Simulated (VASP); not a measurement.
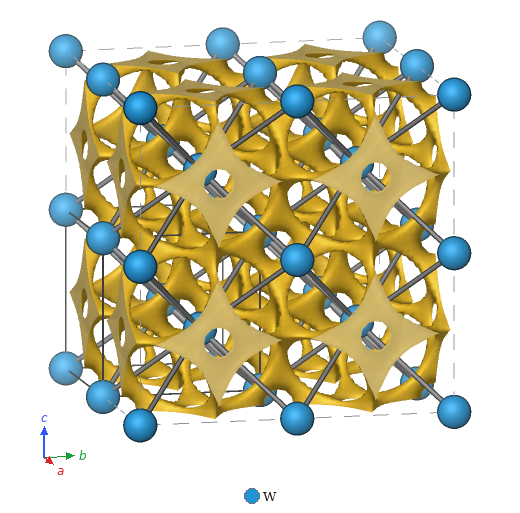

The yellow surface encloses the points that the centre of a probe sphere of radius 0.20 Å can occupy in W (Im-3m), computed on a grid of about 0.13 Å (2×2×2 cells shown, view slightly off an axis; pale faces close the region where the box cuts it).

Hard-sphere model; touching radii (half the shortest distance): W 1.37 Å.

Origin of the cell: an entry of the Crystallography Open Database, as set up for an electronic-structure calculation.

```xyz
2
Lattice="3.1647 0.0000 0.0000 0.0000 3.1647 0.0000 0.0000 0.0000 3.1647" Properties=species:S:1:pos:R:3 pbc="T T T"
W     0.0000    0.0000    0.0000
W     1.5823    1.5823    1.5823
```

Is the space open to the probe made of pockets or channels?

Answer. Where they connect, they form a three-dimensional network.

What share of the cell can the probe's centre reach?

Answer. About 7.2 % of the volume (2.3 Å³ of 31.7 Å³).

Give the largest included and the largest free sphere.

Answer. The largest sphere that fits anywhere has a diameter of 0.80 Å; the largest that can travel through the crystal, about 0.6 Å.

How does the connectivity change as the probe shrinks?

Answer. Below a radius of about 0.31 Å the space forms a three-dimensional network. These are grid estimates, good to about 0.05 Å.
